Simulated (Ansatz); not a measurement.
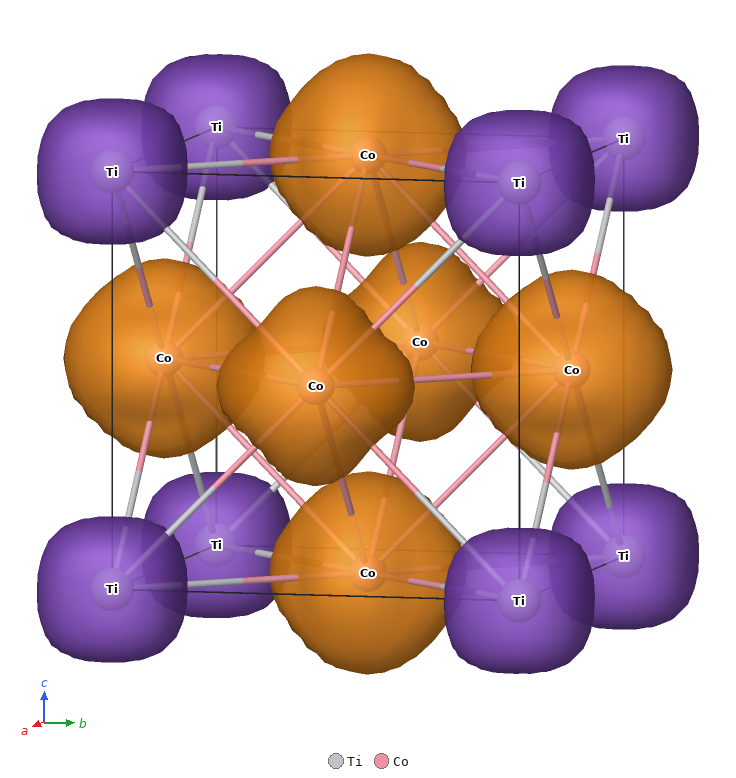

TiCo3. Isosurfaces of the spin density (up minus down) at +0.08 (orange) and −0.08 e/Å³ (purple), seen slightly off an axis. Sticks mark near contacts.

Space group Pm-3m; computed pressure about −10 GPa in this cell; spin-polarised.

The calculation used DFT PBEsol, scalar-relativistic, plane waves, PAW (Ansatz).

In a PAW calculation such maps are meaningful between the atoms, not at the nuclei.

```
Ti Co
1.0
     3.61400    0.00000    0.00000
     0.00000    3.61400    0.00000
     0.00000    0.00000    3.61400
Ti Co
1 3
Direct
  0.00000 0.00000 0.00000
  0.00000 0.50000 0.50000
  0.50000 0.00000 0.50000
  0.50000 0.50000 0.00000
```

> Describe the spin distribution.

The spin density sits on Ti: −0.4 μB; Co: +1.1 μB (×3) in one cell of 4 atoms: ferrimagnetic (opposed moments on unlike sites) in this solution. The cell of the calculation (4 atoms) carries 2.7 μB of net spin moment.
